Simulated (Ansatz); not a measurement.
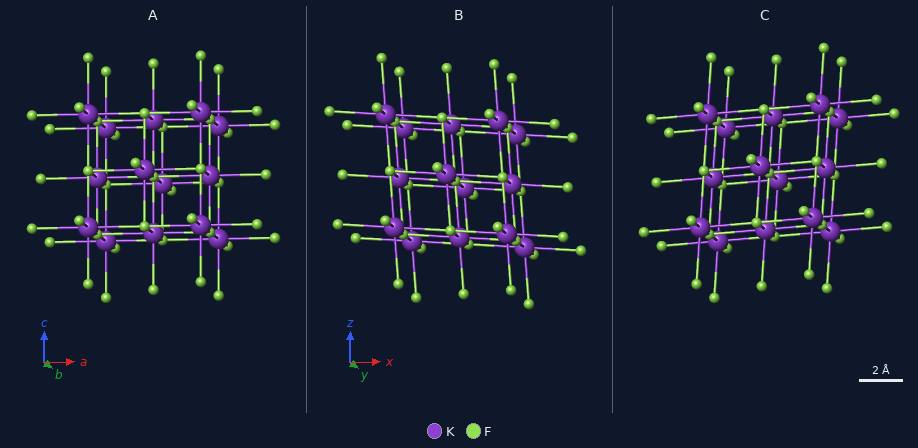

A crystal of KF (Fm-3m): the cell is strained in shear in the xz plane, with the atoms kept at their fractional coordinates. x, y and z are the Cartesian axes of the input. A ball-and-stick model of the conventional cell (4 times the calculation's cell), seen along the b axis, with a slight tilt. Lengths and directions refer to the drawn axes.

The calculation used DFT r2SCAN, scalar-relativistic, plane waves, PAW (Ansatz 0.2.0). Settings: plane-wave cutoff 500 eV; k-point mesh 8 × 8 × 8; occupations gaussian; smearing width 0.05 eV; no spin polarisation. Energies (free energies at the smearing named) are counted from the cell as listed in its source, which wasn't relaxed.

Question: Rank the frames from lowest to highest energy.

Answer: Lowest first: A (the strain 0.00, 0.0 meV/atom), C (the strain 0.1312, 13.0 meV/atom), B (the strain −0.15, 17.0 meV/atom). Over the whole scan: the lowest computed point lies at the strain 0.00 (0.0 meV/atom). The distortion takes the space group from Fm-3m to Immm. At the strain −0.15 the cell of the drawing goes a 5.347 → 5.362 Å, c 5.347 → 5.362 Å, β 90.0° → 98.6°.
